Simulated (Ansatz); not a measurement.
Input

```
crystal:
  lattice:
    - [3.2184289305, 0.0, 0.0]
    - [-1.6092144652, 2.7872412141, 0.0]
    - [0.0, 0.0, 33.2269510279]
  atoms:
    - { symbol: "N", position: [0.6850812513, 0.3149187487, 0.2085061204] }
    - { symbol: Ga, position: [0.3517579049, 0.6482420951, 0.2099929407] }
    - { symbol: "N", position: [0.3518301322, 0.6481698678, 0.2874350117] }
    - { symbol: Ga, position: [0.6851606276, 0.3148393724, 0.2870131915] }
    - { symbol: "N", position: [0.6853867714, 0.3146132286, 0.3666723934] }
    - { symbol: Ga, position: [0.352057258, 0.647942742, 0.367093434] }
    - { symbol: "N", position: [0.3519708345, 0.6480291655, 0.4455832034] }
    - { symbol: Ga, position: [0.6852548108, 0.3147451892, 0.444127716] }
basis:
  ecutwfc: 420
kpoints:
  mp_grid: { grid: [9, 9, 1] }
hamiltonian:
  xc: pbe
scf:
  occupations: { method: gaussian, width: 0.05 }
output:
  forces: true
  stress: true
  eigenvalues: true
  write_density: true
  write_potential: true
  elf: true
  volumetric_format: npy
efield:
  axis: 3
  dipole_correction: true
  ramp_width: 0.04
```

Run with:

```sh
ansatz run input.yaml --threads 4 --pin off --max-ram 10240MiB --backend cpu --events-out ev --progress --plain --runs-dir out
```

Method: Ansatz, DFT PBE, scalar-relativistic, plane waves, PAW.

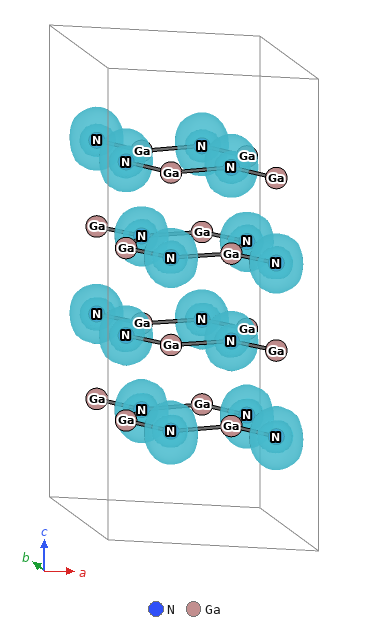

GaN (slab). Isosurface of the ELF at 0.75 (cyan), seen slightly off an axis. Core shells and regions of very low density are left out. Sticks mark near contacts.

Where are the electrons localised?

The ELF exceeds this value in four regions wrapped around N (the valence shell of each), counted in one cell of 8 atoms. Counts are for one cell; the picture repeats the cell along the surface. Along the contacts the grid gives the following. Ga–N (1.86 Å): the ELF peaks at about 0.85 in the valence shell of N, 0.6 Å from its nucleus, and is about 0.50 at the midpoint.
